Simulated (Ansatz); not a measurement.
# Ni3Ge: geometry relaxation (part 2 of 2)

The same run, continued: Ni3Ge (Pm-3m, 4 atoms in the cell); DFT r2SCAN, scalar-relativistic, plane waves, PAW, no spin polarisation (Ansatz 0.2.0); cutoff 500 eV, 12×12×12 k-mesh, Gaussian smearing of 0.1 eV. The structure derives from a Materials Project entry.

Geometry of the input (Å; fractional positions):
```
3.5303  0.0000  0.0000
0.0000  3.5303  0.0000
0.0000  0.0000  3.5303
Ni 0.5000  0.0000  0.5000
Ni 0.0000  0.5000  0.5000
Ni 0.5000  0.5000  0.0000
Ge 0.0000  0.0000  0.0000
```

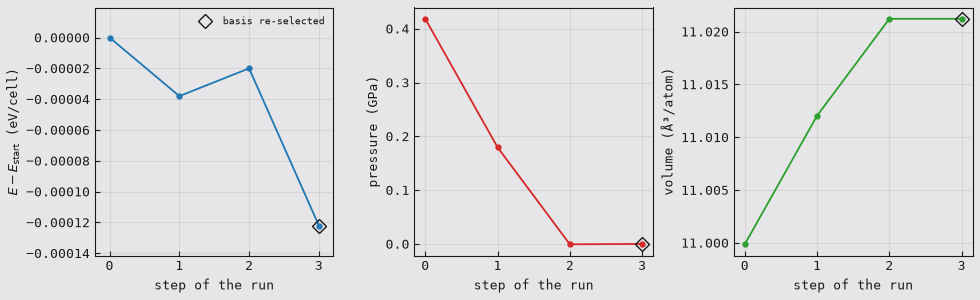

*Progress of the relaxation, step by step (the first geometry is step 0 here and step 1 in the log).*

After 2 geometry steps the energy has fallen by next to nothing (0.0 meV per cell of the calculation). All forces vanish by symmetry, so only the cell relaxes. The pressure goes from 0.42 to 0.00 GPa. No atom moves by more than 0.005 Å relative to the cell. The volume changes by +0.2 %, with a = b = c 3.530 → 3.533 Å (+0.1 %). The space group stays Pm-3m (No. 221). A last SCF at the same geometry on a re-selected plane-wave basis shifts the energy by −0.1 meV per cell of the calculation.

```
basis re-selected at this cell: Δ(F+E_penalty+E_count) = -1.019e-4 eV, ΔP = +0.001 GPa vs the last step (what re-selecting the basis moved, of the pressure what is left beyond the Pulay correction that the steps carried, after the strain that the cell walked since its last selection, with what the two solves' SCF thresholds leave and, on support functions, any second-order correction that the steps lacked; it is no measure of the basis error at this ecutwfc). This SCF's stress stands 3.93e-5 GPa from its target on what of the cell is left free (relax.cell.stress_tol is 5.00e-2 GPa) and its largest allowed force component is 6.90e-30 eV/Å (relax.f_tol is 5.00e-3 eV/Å): within both
SCF converged after 7 iterations
Free energy (F): -21839.759119 eV
Harris-Foulkes:  -21839.759119 eV  (|F-HF|=1.82e-11)
Internal energy: -21839.748272 eV  (E = F + TS)
E sigma→0 (E₀):  -21839.753695 eV
Entropy (-TS):   -0.010846 eV (-2.712 meV/atom)
Fermi energy:    18.484043 eV
--- Per-component energies (eV) ---
  E_band       = -920.612754
  E_kinetic    = 966.625803
  E_local      = -12207.288629  (includes V_loc(G=0)·N_el)
  E_nonlocal   = 2350.919457
  E_hartree    = 5193.511500
  E_xc         = -307.615037
  E_vxc        = -422.325539  (∫ρ·V_xc dr)
  E_paw        = -6976.641319  (= ΣΔE_a)
  E_vpaw       = -2025.684496  (= ΣTr[D̂ρ^β])
  E_aug_tail   = 0.000699  (compensation charges beyond the density's cutoff)
  E_vtau       = 30.117417  (kinetic-family band-sum trace: ∫τ·v_τ [+ j·A + Jᵃ·Aᵃ] dr)
  E_ewald      = -10857.274775
  E_core_change = -1.985972  (= ΣΔE_core)
  E_smearing   = -0.010846  (= −TS)
  E_closure    = -0.000000  (closes the sum)
  Σ components = -21839.759119   (vs F -21839.759119, Δ=0.00e0)
--- Forces (eV/Å), atoms counted from 1 ---
  atom   1  Ni     0.00000000     0.00000000     0.00000000
  atom   2  Ni     0.00000000    -0.00000000     0.00000000
  atom   3  Ni     0.00000000    -0.00000000    -0.00000000
  atom   4  Ge     0.00000000     0.00000000    -0.00000000
  max |Σ_I F_I| component: 1.58e-29 eV/Å
--- Stress (GPa, compression-positive) ---
        0.000039      -0.000000       0.000000
       -0.000000       0.000039       0.000000
        0.000000       0.000000       0.000039
  P = ⅓ Tr σ = 0.0000 GPa (0.000 kbar)
--- Band table (eV; the first three rows and the last of 84) ---
  k-point 0: bands = ["-88.2723", "-88.2388", "-88.2388", "-47.2705", "-47.2705", "-47.2705", "-47.2157", "-47.2157", "-47.2157", "-47.0630", "-47.0630", "-47.0630", "-6.9141", "-6.9141", "-6.8993", "-6.8993", "-6.8993", "5.3702", "13.3826", "14.5353", "14.5353", "14.9823", "14.9823", "14.9823", "16.9765", "16.9765", "16.9765", "17.3836", "17.3836", "17.3836", "17.7750", "17.7750", "18.1253", "18.5246", "18.5246", "18.5246", "22.7334", "25.6092", "25.6092", "29.5344", "29.5344"]
  k-point 1: bands = ["-88.2718", "-88.2393", "-88.2387", "-47.2692", "-47.2692", "-47.2688", "-47.2161", "-47.2161", "-47.2158", "-47.0650", "-47.0639", "-47.0639", "-6.9138", "-6.9122", "-6.8993", "-6.8993", "-6.8992", "5.4527", "13.3930", "14.3782", "14.5912", "14.9642", "14.9642", "15.0031", "16.7149", "16.7149", "16.9524", "17.1089", "17.5977", "17.5977", "17.7750", "17.7830", "18.0917", "18.5247", "18.6633", "18.6633", "22.9871", "25.6040", "25.9147", "29.2612", "29.3321"]
  k-point 2: bands = ["-88.2703", "-88.2407", "-88.2387", "-47.2657", "-47.2657", "-47.2641", "-47.2173", "-47.2173", "-47.2161", "-47.0704", "-47.0662", "-47.0662", "-6.9129", "-6.9070", "-6.8993", "-6.8993", "-6.8989", "5.6962", "13.2596", "14.0334", "14.7529", "14.9041", "14.9041", "15.0629", "16.4231", "16.4231", "16.7072", "16.8837", "17.6803", "17.6803", "17.7058", "17.7708", "17.9952", "18.5249", "19.1589", "19.1589", "23.3697", "25.5887", "26.8200", "28.5788", "28.5788"]
  k-point 83: bands = ["-88.2498", "-88.2498", "-88.2498", "-47.2931", "-47.2931", "-47.2931", "-47.2228", "-47.1641", "-47.1641", "-47.1641", "-47.0327", "-47.0327", "-6.9132", "-6.9132", "-6.9132", "-6.8721", "-6.8721", "9.1238", "14.2588", "14.2588", "14.2588", "14.4083", "14.4083", "14.4083", "16.2341", "16.2341", "16.2341", "17.0105", "17.0105", "17.0105", "17.2676", "17.2676", "17.8444", "18.2615", "18.2615", "18.2615", "19.2642", "22.8850", "22.8850", "22.8850", "36.7664"]
--- Relaxed structure (3 steps of the walk, 3 accepted, 1 SCFs on fresh bases) ---
  F+E_penalty+E_count = -21839.75911854 eV   max|allowed force component| = 6.903e-30 eV/Å   (the final SCF, on the basis selected at the relaxed cell)
  cell:  # Å, volume = 44.0849 Å³
    - [3.532616900349009, 3.209883240645393e-35, -1.6049416203226965e-35]
    - [3.209883240645393e-35, 3.532616900349009, 6.419766481290786e-35]
    - [0.0, 6.419766481290786e-35, 3.532616900349009]
  atoms:
    - { symbol: Ni, position: [0.5, 5.065022763860215e-47, 0.5] }
    - { symbol: Ni, position: [-2.2730732727242494e-36, 0.5, 0.5] }
    - { symbol: Ni, position: [0.5, 0.5, -8.524024772327014e-37] }
    - { symbol: Ge, position: [4.546146545633526e-36, -1.136536636357473e-36, -8.524024772740485e-37] }
```

## Trajectory as extended XYZ (Å, eV, eV/Å), 4 frames, from step=1 to step=4
```
4
Lattice="3.5303 0.0000 0.0000 0.0000 3.5303 0.0000 0.0000 0.0000 3.5303" Properties=species:S:1:pos:R:3:forces:R:3 step=1 energy=-21839.75900 pressure_GPa=0.42
Ni    1.7652    0.0000    1.7652    0.0000   0.0000   0.0000
Ni    0.0000    1.7652    1.7652    0.0000   0.0000   0.0000
Ni    1.7652    1.7652    0.0000    0.0000   0.0000   0.0000
Ge    0.0000    0.0000    0.0000    0.0000   0.0000   0.0000
4
Lattice="3.5316 0.0000 0.0000 0.0000 3.5316 0.0000 0.0000 0.0000 3.5316" Properties=species:S:1:pos:R:3:forces:R:3 step=2 energy=-21839.75903 pressure_GPa=0.18
Ni    1.7658    0.0000    1.7658    0.0000   0.0000   0.0000
Ni    0.0000    1.7658    1.7658    0.0000   0.0000   0.0000
Ni    1.7658    1.7658    0.0000    0.0000   0.0000   0.0000
Ge    0.0000    0.0000    0.0000    0.0000   0.0000   0.0000
4
Lattice="3.5326 0.0000 0.0000 0.0000 3.5326 0.0000 0.0000 0.0000 3.5326" Properties=species:S:1:pos:R:3:forces:R:3 step=3 energy=-21839.75902 pressure_GPa=-0.00
Ni    1.7663    0.0000    1.7663    0.0000   0.0000   0.0000
Ni    0.0000    1.7663    1.7663    0.0000   0.0000   0.0000
Ni    1.7663    1.7663    0.0000    0.0000   0.0000   0.0000
Ge    0.0000    0.0000    0.0000    0.0000   0.0000   0.0000
4
Lattice="3.5326 0.0000 0.0000 0.0000 3.5326 0.0000 0.0000 0.0000 3.5326" Properties=species:S:1:pos:R:3:forces:R:3 step=4 energy=-21839.75912 pressure_GPa=0.00
Ni    1.7663    0.0000    1.7663    0.0000   0.0000   0.0000
Ni    0.0000    1.7663    1.7663    0.0000   0.0000   0.0000
Ni    1.7663    1.7663    0.0000    0.0000   0.0000   0.0000
Ge    0.0000    0.0000    0.0000    0.0000   0.0000   0.0000
```

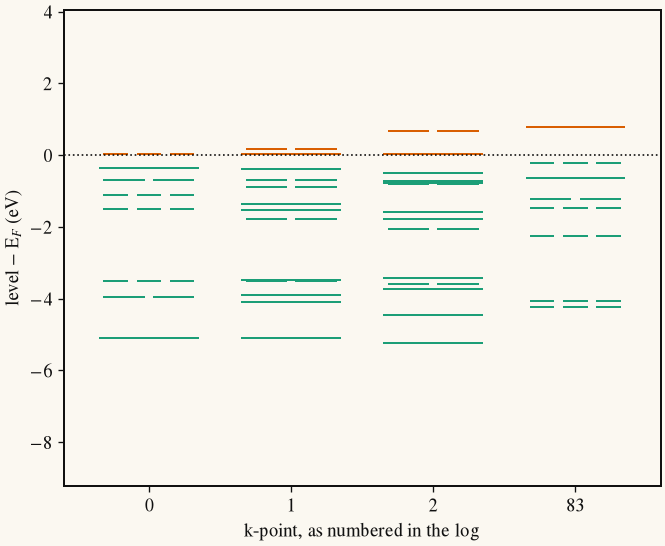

*Kohn–Sham levels near the Fermi level (dotted) at the few k-points that the log prints; levels within 0.02 eV of each other stand side by side.*

The system is metallic on the full mesh.
